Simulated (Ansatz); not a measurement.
Input of the run:

```
crystal:
  lattice:
    - [2.8362844922, 0.0, 0.0]
    - [-1.4181422461, 2.4562944226, 0.0]
    - [0.0, 0.0, 35.3137615421]
  atoms:
    - { symbol: Al, position: [0.3333333333, 0.6666666667, 0.2406993656] }
    - { symbol: Al, position: [0.0, 0.0, 0.3066945262] }
    - { symbol: Al, position: [0.6666666667, 0.3333333333, 0.3726896867] }
    - { symbol: Al, position: [0.0, 0.0, 0.4386848473] }
    - { symbol: Al, position: [0.3333333333, 0.6666666667, 0.5041562492] }
    - { symbol: Al, position: [0.0, 0.0, 0.5704373706] }
    - { symbol: Al, position: [0.6666666667, 0.3333333333, 0.6367922409] }
    - { symbol: Al, position: [0.0, 0.0, 0.7041304592] }
    - { symbol: O, position: [0.0, 0.0, 0.7573674953] }
basis:
  ecutwfc: 420
kpoints:
  mp_grid: { grid: [12, 12, 1] }
hamiltonian:
  xc: pbesol
scf:
  occupations: { method: gaussian, width: 0.1 }
output:
  forces: true
  eigenvalues: true
  write_density: true
  write_potential: true
  elf: true
  volumetric_format: npy
relax:
  adjacent_minimum: "off"
  f_tol: 0.03
  max_steps: 70
  constraints: [{ sites: [0, 1, 2, 3] }]
efield:
  axis: 3
  dipole_correction: true
  ramp_width: 0.04
```

Launched with:
```bash
ansatz run input.yaml --threads 2 --pin off --max-ram 5120MiB --backend cpu --events-out ev --progress --plain --runs-dir out
```

What does the potential across the slab give for the work function?

The work function is 9.75 eV at the right face and 4.13 eV at the left. The vacuum level is 5.62 eV higher at the right than at the left, so the slab carries a dipole along its normal; the ramp in the vacuum, at or near the edge of the plot, is the dipole correction that keeps each side flat. Some atoms were held fixed in the relaxation, which can itself make the faces differ. The outermost atoms are 17.9 Å apart, which leaves 17.4 Å of vacuum in a cell 35.3 Å high.

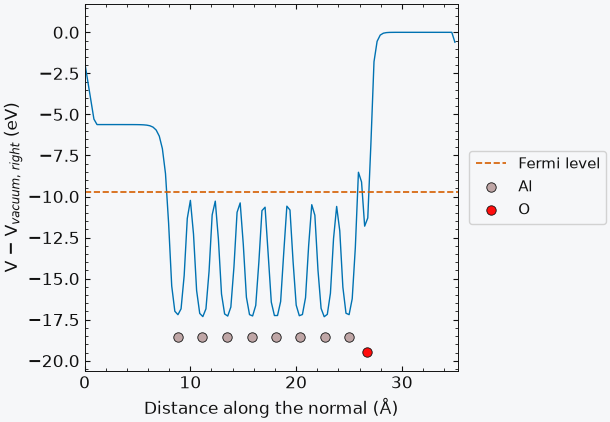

Plane-averaged electrostatic potential energy of an electron across the slab; circles at the bottom mark the heights of the atoms (positions after relaxation).
